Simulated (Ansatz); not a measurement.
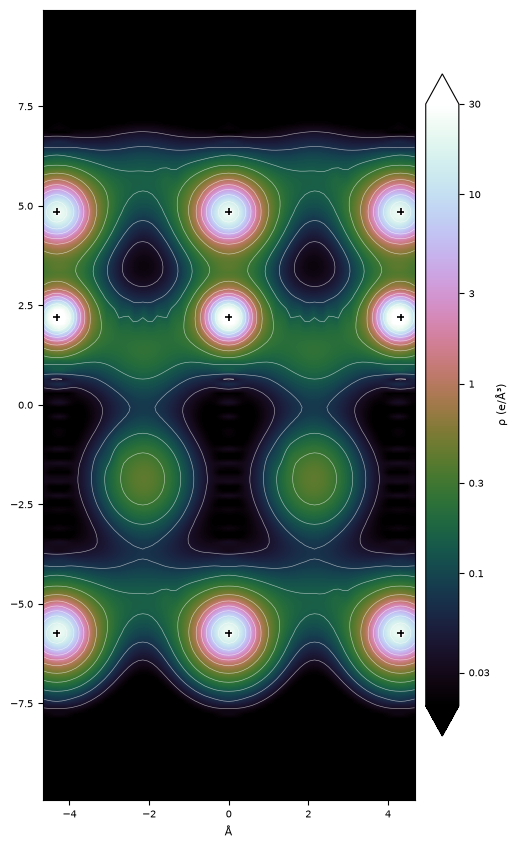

The valence electron density on a plane through atoms (crosses mark nuclei in the plane).

All numbers below come from DFT PBEsol, scalar-relativistic, plane waves, PAW (Ansatz 0.2.0).

Candidates:
A. GaSb (slab), a = 4.32 Å, b = 4.32 Å, c = 26.47 Å, α = 90.00°, β = 90.00°, γ = 120.00°. Not relaxed (largest force 0.5 eV/Å).
B. C, a = 3.55 Å, b = 3.55 Å, c = 3.55 Å, α = 90.00°, β = 90.00°, γ = 90.00°. Space group Fd-3m.
C. ZnSe, a = 5.63 Å, b = 5.63 Å, c = 5.63 Å, α = 90.00°, β = 90.00°, γ = 90.00°. Space group F-43m; a structure from a database of computed crystals, not necessarily the ambient phase.

> Which system is this?

Candidate A: GaSb on the (100) plane of the calculation cell, a cut from vacuum to vacuum, which holds Sb and Ga. Ga–Sb (2.65 Å): ρ at the midpoint is about 0.41 e/Å³, with its minimum of 0.36 e/Å³ about 1.1 Å from Ga.
